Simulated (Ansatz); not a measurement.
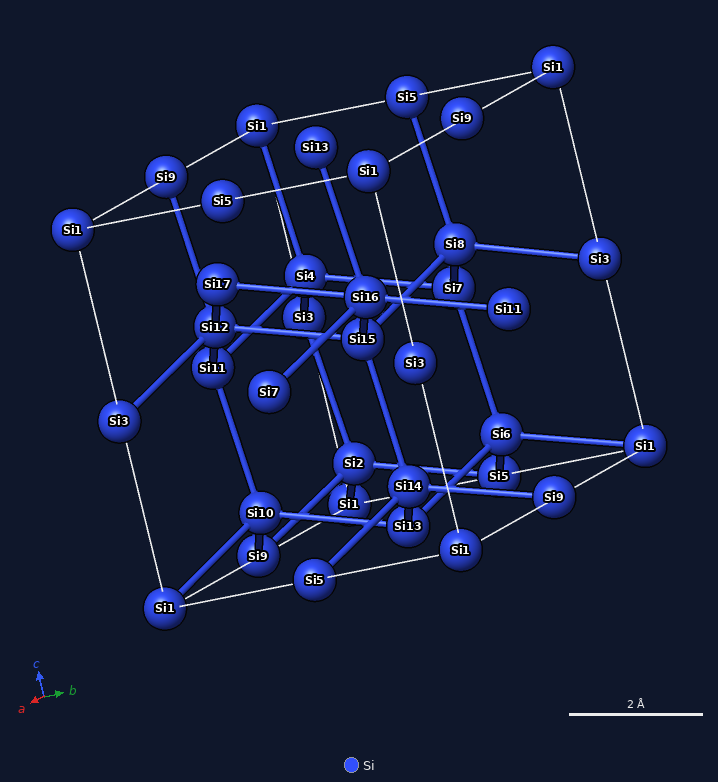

**Figure 1.** The input geometry (ball-and-stick view of the cell of the calculation, seen slightly off an axis; atoms are numbered from 1 in the order of the input).

**Run report: Si, nudged elastic band (part 1 of 3)**

- system: Si (defect cell, 17 atoms in the cell)
- method: DFT PBE, scalar-relativistic, plane waves, PAW, PAW set soft_1, no spin polarisation (Ansatz 0.2.0)

It belongs to a series of runs on one base structure; here: band between the two ends. Figures and captions count atoms from 1; the log counts them from 0 in places.

### The program's output
```
Warning: neb: disabling space-group detection — the band's intermediate images generally break the endpoint symmetry, so no spatial operation reduces the k-mesh or symmetrises the density, except that a semilocal band can use its path's symmetry ahead of convergence; time reversal is kept, so that k and −k are solved as one point where they differ and the mesh holds both, and exact exchange and, on two spinor components, a DFT+U term hold to it where the run has them: on two components no moment then forms, and a state that bears one, which a typed moment (crystal.atoms[].spin; refused beside efield: under a hybrid functional) reaches, can lie lower, under hf by electronvolts; crystal.symmetry.detect: false (a key that needs symmetry detection or time reversal refuses this as the deck is read) with time_reversal: false beside it drops time reversal too
Engine: ansatz 0.2.0, aarch64-unknown-linux-gnu
Pseudopotentials: kind: paw
Pseudopotential: Si, paw, valence charge 4, recommended cutoff 420 eV (normal), [file]
Functional definition: PBE
  parameter kappa = 0.804
  parameter beta = 0.06672455060314922
  exchange = pbe_x(kappa = kappa, mu = beta*pi^2/3)
  correlation = pbe_c(beta = beta)
NEB image 0
Crystal: 17 atoms, lattice volume = 320.206 Å³
Basis set: ecut = 420 eV, 6231 PW (Γ), exchange–correlation on 108×108×108 points (8 copies of the dense FFT grid, shifted against one another)
Bands: 51, of which v1, the nominal top of the filled ones, is band 34 counted from 1 (33 counted from 0)
Symmetry: 1 space group operations
k-points: 8
Non-local potential: Si, projectors of the file, l = 0: 2, l = 1: 2, l = 2: 1
PAW form: soft (Blöchl's): semilocal exchange-correlation on the pseudo side does not see the compensation charge
PAW one-centre angular grid: Si, 110 points (default); XC on 64 Gauss nodes
Initial density: superposition of atomic densities (chi_scale 0.1, normalization cell)
Initial wavefunctions: pseudopotential atomic-orbital guess
Functional: x = pbe(κ = 0.804, μ = 0.2195149727645171), c = pbe(β = 0.06672455060314922)
SCF iter   1: F=—  HF=-10806.185566 eV  |F-HF|=—  |Δ(HF+E_count)|=         —  Δρ=4.52e-2  dr2=6.39e0  ethr=3.10e-3  ⟨swp⟩=12.0  Hψ=2573  notcnv=0  defer=6
preconditioner: auto → Resta (q_TF=auto, 2.107 Å⁻¹)  ε∞=5.5  [insulator: Δε(μ)=0.166 eV  Ē_g=8.108 eV  σ=0.050 eV  W_gap=0.56  n_scr=58 (ndim 8)  ℏωp=17.1 eV  f_vac=0.000  D(μ)=4.33/eV (n_scr^D=14)  ε∞_Penn≈5.5]
SCF iter   2: F=—  HF=-10805.078117 eV  |F-HF|=—  |Δ(HF+E_count)|=    1.11e0  Δρ=2.61e-2  dr2=2.17e0  ethr=3.10e-3  ⟨swp⟩=2.4  Hψ=523  notcnv=0  defer=21
SCF iter   3: F=—  HF=-10804.562578 eV  |F-HF|=—  |Δ(HF+E_count)|=   5.16e-1  Δρ=2.33e-3  dr2=2.06e-2  ethr=3.10e-3  ⟨swp⟩=3.4  Hψ=750  notcnv=0  defer=23
SCF iter   4: F=—  HF=-10804.577550 eV  |F-HF|=—  |Δ(HF+E_count)|=   1.50e-2  Δρ=7.23e-4  dr2=2.32e-3  ethr=3.03e-5  ⟨swp⟩=2.6  Hψ=683  notcnv=0  defer=29
SCF iter   5: F=—  HF=-10804.580149 eV  |F-HF|=—  |Δ(HF+E_count)|=   2.60e-3  Δρ=1.22e-4  dr2=1.27e-4  ethr=3.41e-6  ⟨swp⟩=2.0  Hψ=639  notcnv=0  defer=29
SCF iter   6: F=—  HF=-10804.580212 eV  |F-HF|=—  |Δ(HF+E_count)|=   6.37e-5  Δρ=3.66e-5  dr2=1.11e-5  ethr=1.86e-7  ⟨swp⟩=2.0  Hψ=567  notcnv=0  defer=29
SCF iter   7: F=—  HF=-10804.580104 eV  |F-HF|=—  |Δ(HF+E_count)|=   1.08e-4  Δρ=8.00e-6  dr2=3.60e-7  ethr=1.64e-8  ⟨swp⟩=2.1  Hψ=572  notcnv=0  defer=28
SCF iter   8: F=-10804.580105 eV  HF=-10804.580105 eV  |F-HF|=1.47e-8  |Δ(HF+E_count)|=   3.24e-7  Δρ=2.24e-6  dr2=2.57e-8  ethr=1.47e-10  ⟨swp⟩=5.0  Hψ=1391  notcnv=0
SCF 1 converged in 8 iterations: F = -10804.580105 eV  dr2 = 2.57e-8
  greatest PAW one-centre occupation: 0.713 electrons in one spin orbital (limit 2), on the Si atom at site 16 (counted from 0), in its partial waves of l = 0
NSCF: frozen V_eff on 8 k-points
NEB image 8
SCF iter   1: F=—  HF=-10806.185322 eV  |F-HF|=—  |Δ(HF+E_count)|=         —  Δρ=4.52e-2  dr2=6.38e0  ethr=3.10e-3  ⟨swp⟩=11.9  Hψ=2571  notcnv=0  defer=8
preconditioner: auto → Resta (q_TF=auto, 2.107 Å⁻¹)  ε∞=5.5  [insulator: Δε(μ)=0.167 eV  Ē_g=8.108 eV  σ=0.050 eV  W_gap=0.56  n_scr=58 (ndim 8)  ℏωp=17.1 eV  f_vac=0.000  D(μ)=4.33/eV (n_scr^D=14)  ε∞_Penn≈5.5]
SCF iter   2: F=—  HF=-10805.078155 eV  |F-HF|=—  |Δ(HF+E_count)|=    1.11e0  Δρ=2.61e-2  dr2=2.17e0  ethr=3.10e-3  ⟨swp⟩=2.2  Hψ=510  notcnv=0  defer=24
SCF iter   3: F=—  HF=-10804.562601 eV  |F-HF|=—  |Δ(HF+E_count)|=   5.16e-1  Δρ=2.32e-3  dr2=2.06e-2  ethr=3.10e-3  ⟨swp⟩=3.2  Hψ=753  notcnv=0  defer=24
SCF iter   4: F=—  HF=-10804.577582 eV  |F-HF|=—  |Δ(HF+E_count)|=   1.50e-2  Δρ=7.22e-4  dr2=2.29e-3  ethr=3.03e-5  ⟨swp⟩=2.5  Hψ=660  notcnv=0  defer=29
SCF iter   5: F=—  HF=-10804.580165 eV  |F-HF|=—  |Δ(HF+E_count)|=   2.58e-3  Δρ=1.21e-4  dr2=1.20e-4  ethr=3.37e-6  ⟨swp⟩=2.0  Hψ=639  notcnv=0  defer=29
SCF iter   6: F=—  HF=-10804.580234 eV  |F-HF|=—  |Δ(HF+E_count)|=   6.85e-5  Δρ=3.64e-5  dr2=1.15e-5  ethr=1.77e-7  ⟨swp⟩=2.0  Hψ=567  notcnv=0  defer=29
SCF iter   7: F=—  HF=-10804.580122 eV  |F-HF|=—  |Δ(HF+E_count)|=   1.12e-4  Δρ=8.12e-6  dr2=3.54e-7  ethr=1.69e-8  ⟨swp⟩=2.1  Hψ=570  notcnv=0  defer=28
SCF iter   8: F=-10804.580123 eV  HF=-10804.580123 eV  |F-HF|=1.63e-8  |Δ(HF+E_count)|=   3.32e-7  Δρ=2.23e-6  dr2=2.40e-8  ethr=1.47e-10  ⟨swp⟩=5.0  Hψ=1402  notcnv=0
SCF 2 converged in 8 iterations: F = -10804.580123 eV  dr2 = 2.40e-8
NSCF: frozen V_eff on 8 k-points
NEB end point (image 0): max|allowed force component| = 2.030e-2 eV/Å (the criterion of neb.relax_end_points is 1.000e-2)
NEB end point (image 8): max|allowed force component| = 2.061e-2 eV/Å (the criterion of neb.relax_end_points is 1.000e-2)
NEB image 1
SCF iter   1: F=—  HF=-10805.963264 eV  |F-HF|=—  |Δ(HF+E_count)|=         —  Δρ=4.54e-2  dr2=6.36e0  ethr=3.10e-3  ⟨swp⟩=10.9  Hψ=2581  notcnv=0  defer=8
preconditioner: auto → Kerker (q_TF=auto, 2.107 Å⁻¹)  [metal: Δε(μ)=0.022 eV  Ē_g=8.094 eV  σ=0.050 eV  W_gap=0.11  n_scr=58 (ndim 8)  ℏωp=17.1 eV  f_vac=0.000  D(μ)=5.97/eV (n_scr^D=26)]
SCF iter   2: F=—  HF=-10804.968158 eV  |F-HF|=—  |Δ(HF+E_count)|=   9.95e-1  Δρ=2.78e-2  dr2=2.61e0  ethr=3.10e-3  ⟨swp⟩=1.2  Hψ=474  notcnv=0  defer=22
SCF iter   3: F=—  HF=-10804.317561 eV  |F-HF|=—  |Δ(HF+E_count)|=   6.51e-1  Δρ=3.37e-3  dr2=4.73e-2  ethr=3.10e-3  ⟨swp⟩=3.5  Hψ=815  notcnv=0  defer=23
SCF iter   4: F=—  HF=-10804.340665 eV  |F-HF|=—  |Δ(HF+E_count)|=   2.31e-2  Δρ=1.01e-3  dr2=7.11e-3  ethr=6.96e-5  ⟨swp⟩=3.0  Hψ=702  notcnv=0  defer=31
SCF iter   5: F=—  HF=-10804.344507 eV  |F-HF|=—  |Δ(HF+E_count)|=   3.84e-3  Δρ=2.06e-4  dr2=2.70e-4  ethr=1.05e-5  ⟨swp⟩=2.4  Hψ=594  notcnv=0  defer=31
SCF iter   6: F=—  HF=-10804.344721 eV  |F-HF|=—  |Δ(HF+E_count)|=   2.14e-4  Δρ=4.19e-5  dr2=1.34e-5  ethr=3.97e-7  ⟨swp⟩=2.1  Hψ=639  notcnv=0  defer=31
SCF iter   7: F=—  HF=-10804.344645 eV  |F-HF|=—  |Δ(HF+E_count)|=   7.62e-5  Δρ=1.40e-5  dr2=1.87e-6  ethr=1.97e-8  ⟨swp⟩=2.2  Hψ=647  notcnv=0  defer=31
SCF iter   8: F=-10804.344645 eV  HF=-10804.344645 eV  |F-HF|=4.14e-8  |Δ(HF+E_count)|=   3.95e-7  Δρ=3.01e-6  dr2=4.23e-8  ethr=1.47e-10  ⟨swp⟩=3.5  Hψ=1648  notcnv=0
SCF 3 converged in 8 iterations: F = -10804.344645 eV  dr2 = 4.23e-8
  greatest PAW one-centre occupation: 0.712 electrons in one spin orbital (limit 2), on the Si atom at site 16 (counted from 0), in its partial waves of l = 0
[...]
NEB image 2
preconditioner: auto → Kerker (q_TF=auto, 2.107 Å⁻¹)  [metal: Δε(μ)=0.011 eV  Ē_g=8.097 eV  σ=0.050 eV  W_gap=0.06  n_scr=58 (ndim 8)  ℏωp=17.1 eV  f_vac=0.000  D(μ)=7.74/eV (n_scr^D=58)]
  greatest PAW one-centre occupation: 0.705 electrons in one spin orbital (limit 2), on the Si atom at site 16 (counted from 0), in its partial waves of l = 0
NEB image 3
preconditioner: auto → Resta (q_TF=auto, 2.107 Å⁻¹)  ε∞=5.5  [insulator: Δε(μ)=0.160 eV  Ē_g=8.109 eV  σ=0.050 eV  W_gap=0.65  n_scr=58 (ndim 8)  ℏωp=17.1 eV  f_vac=0.000  D(μ)=3.50/eV (n_scr^D=14)  ε∞_Penn≈5.5]
preconditioner: auto → Kerker (q_TF=auto, 2.107 Å⁻¹)  [metal: Δε(μ)=0.043 eV  Ē_g=8.048 eV  σ=0.050 eV  W_gap=0.20  n_scr=58 (ndim 8)  ℏωp=17.1 eV  f_vac=0.000  D(μ)=6.23/eV (n_scr^D=26)]
  greatest PAW one-centre occupation: 0.700 electrons in one spin orbital (limit 2), on the Si atom at site 16 (counted from 0), in its partial waves of l = 0
NEB image 4
preconditioner: auto → Resta (q_TF=auto, 2.107 Å⁻¹)  ε∞=5.4  [insulator: Δε(μ)=0.394 eV  Ē_g=8.118 eV  σ=0.050 eV  W_gap=0.57  n_scr=58 (ndim 8)  ℏωp=17.1 eV  f_vac=0.000  D(μ)=3.62/eV (n_scr^D=14)  ε∞_Penn≈5.4]
preconditioner: auto → Kerker (q_TF=auto, 2.107 Å⁻¹)  [metal: Δε(μ)=0.037 eV  Ē_g=8.055 eV  σ=0.050 eV  W_gap=0.18  n_scr=58 (ndim 8)  ℏωp=17.1 eV  f_vac=0.000  D(μ)=2.97/eV (n_scr^D=14)]
  greatest PAW one-centre occupation: 0.699 electrons in one spin orbital (limit 2), on the Si atom at site 16 (counted from 0), in its partial waves of l = 0
NEB image 5
preconditioner: auto → Kerker (q_TF=auto, 2.107 Å⁻¹)  [metal: Δε(μ)=0.093 eV  Ē_g=8.109 eV  σ=0.050 eV  W_gap=0.43  n_scr=58 (ndim 8)  ℏωp=17.1 eV  f_vac=0.000  D(μ)=4.90/eV (n_scr^D=26)]
NEB image 6
preconditioner: auto → Kerker (q_TF=auto, 2.107 Å⁻¹)  [metal: Δε(μ)=0.026 eV  Ē_g=8.098 eV  σ=0.050 eV  W_gap=0.13  n_scr=58 (ndim 8)  ℏωp=17.1 eV  f_vac=0.000  D(μ)=7.58/eV (n_scr^D=58)]
  greatest PAW one-centre occupation: 0.704 electrons in one spin orbital (limit 2), on the Si atom at site 16 (counted from 0), in its partial waves of l = 0
NEB image 7
preconditioner: auto → Kerker (q_TF=auto, 2.107 Å⁻¹)  [metal: Δε(μ)=0.036 eV  Ē_g=8.090 eV  σ=0.050 eV  W_gap=0.18  n_scr=58 (ndim 8)  ℏωp=17.1 eV  f_vac=0.000  D(μ)=5.96/eV (n_scr^D=26)]
  greatest PAW one-centre occupation: 0.711 electrons in one spin orbital (limit 2), on the Si atom at site 16 (counted from 0), in its partial waves of l = 0
NEB iter   1: max|band force component| = 2.492e0 eV/Å  barrier→ = 0.9757 eV  barrier← = 0.9757 eV  Δτ_max = 0.1364 Å  (74 SCF iters)
NEB image 1
Initial density: handed on by an earlier stage of this run
Initial wavefunctions: those handed on with the density
preconditioner: auto → Kerker (q_TF=auto, 2.107 Å⁻¹)  [metal: Δε(μ)=0.118 eV  Ē_g=7.970 eV  σ=0.050 eV  W_gap=0.46  n_scr=58 (ndim 8)  ℏωp=17.1 eV  f_vac=0.000  D(μ)=5.58/eV (n_scr^D=26)]
  greatest PAW one-centre occupation: 0.707 electrons in one spin orbital (limit 2), on the Si atom at site 16 (counted from 0), in its partial waves of l = 0
NEB image 2
preconditioner: auto → Kerker (q_TF=auto, 2.107 Å⁻¹)  [metal: Δε(μ)=0.042 eV  Ē_g=7.965 eV  σ=0.050 eV  W_gap=0.21  n_scr=58 (ndim 8)  ℏωp=17.1 eV  f_vac=0.000  D(μ)=11.53/eV (n_scr^D=88)]
  greatest PAW one-centre occupation: 0.697 electrons in one spin orbital (limit 2), on the Si atom at site 16 (counted from 0), in its partial waves of l = 0
NEB image 3
preconditioner: auto → Kerker (q_TF=auto, 2.107 Å⁻¹)  [metal: Δε(μ)=0.015 eV  Ē_g=7.981 eV  σ=0.050 eV  W_gap=0.08  n_scr=58 (ndim 8)  ℏωp=17.1 eV  f_vac=0.000  D(μ)=4.29/eV (n_scr^D=14)]
  greatest PAW one-centre occupation: 0.694 electrons in one spin orbital (limit 2), on the Si atom at site 16 (counted from 0), in its partial waves of l = 0
NEB image 4
preconditioner: auto → Kerker (q_TF=auto, 2.107 Å⁻¹)  [metal: Δε(μ)=0.020 eV  Ē_g=7.987 eV  σ=0.050 eV  W_gap=0.10  n_scr=58 (ndim 8)  ℏωp=17.1 eV  f_vac=0.000  D(μ)=2.78/eV (n_scr^D=14)]
  greatest PAW one-centre occupation: 0.692 electrons in one spin orbital (limit 2), on the Si atom at site 16 (counted from 0), in its partial waves of l = 0
NEB image 5
preconditioner: auto → Kerker (q_TF=auto, 2.107 Å⁻¹)  [metal: Δε(μ)=0.019 eV  Ē_g=7.981 eV  σ=0.050 eV  W_gap=0.09  n_scr=58 (ndim 8)  ℏωp=17.1 eV  f_vac=0.000  D(μ)=4.19/eV (n_scr^D=14)]
NEB image 6
preconditioner: auto → Kerker (q_TF=auto, 2.107 Å⁻¹)  [metal: Δε(μ)=0.038 eV  Ē_g=7.966 eV  σ=0.050 eV  W_gap=0.19  n_scr=58 (ndim 8)  ℏωp=17.1 eV  f_vac=0.000  D(μ)=11.75/eV (n_scr^D=88)]
NEB image 7
preconditioner: auto → Kerker (q_TF=auto, 2.107 Å⁻¹)  [metal: Δε(μ)=0.111 eV  Ē_g=7.969 eV  σ=0.050 eV  W_gap=0.45  n_scr=58 (ndim 8)  ℏωp=17.1 eV  f_vac=0.000  D(μ)=5.66/eV (n_scr^D=26)]
  greatest PAW one-centre occupation: 0.706 electrons in one spin orbital (limit 2), on the Si atom at site 16 (counted from 0), in its partial waves of l = 0
NEB iter   2: max|band force component| = 1.028e0 eV/Å  barrier→ = 0.4929 eV  barrier← = 0.4930 eV  Δτ_max = 0.1788 Å  (48 SCF iters)
[... from here on the SCF iterations and repeated set-up lines of each step are left out, up to the last step ...]
NEB image 1
NEB image 2
NEB image 3
NEB image 4
NEB image 5
NEB image 6
NEB image 7
NEB iter   3: max|band force component| = 2.873e-1 eV/Å  barrier→ = 0.3441 eV  barrier← = 0.3441 eV  CI = image 4  Δτ_max = 0.1105 Å  (47 SCF iters)
NEB image 1
NEB image 2
NEB image 3
NEB image 4
NEB image 5
NEB image 6
NEB image 7
NEB iter   4: max|band force component| = 1.502e-1 eV/Å  barrier→ = 0.3182 eV  barrier← = 0.3182 eV  CI = image 4  Δτ_max = 0.0755 Å  (42 SCF iters)
NEB image 1
NEB image 2
NEB image 3
NEB image 4
NEB image 5
NEB image 6
NEB image 7
NEB iter   5: max|band force component| = 7.491e-2 eV/Å  barrier→ = 0.3128 eV  barrier← = 0.3129 eV  CI = image 4  Δτ_max = 0.0202 Å  (40 SCF iters)
NEB image 1
preconditioner: auto → Kerker (q_TF=auto, 2.107 Å⁻¹)  [metal: Δε(μ)=0.123 eV  Ē_g=7.957 eV  σ=0.050 eV  W_gap=0.50  n_scr=58 (ndim 8)  ℏωp=17.1 eV  f_vac=0.000  D(μ)=5.55/eV (n_scr^D=26)]
NEB image 2
preconditioner: auto → Kerker (q_TF=auto, 2.107 Å⁻¹)  [metal: Δε(μ)=0.005 eV  Ē_g=7.935 eV  σ=0.050 eV  W_gap=0.02  n_scr=58 (ndim 8)  ℏωp=17.1 eV  f_vac=0.000  D(μ)=11.99/eV (n_scr^D=112)]
NEB image 3
preconditioner: auto → Kerker (q_TF=auto, 2.107 Å⁻¹)  [metal: Δε(μ)=0.092 eV  Ē_g=7.937 eV  σ=0.050 eV  W_gap=0.41  n_scr=58 (ndim 8)  ℏωp=17.1 eV  f_vac=0.000  D(μ)=5.61/eV (n_scr^D=26)]
```
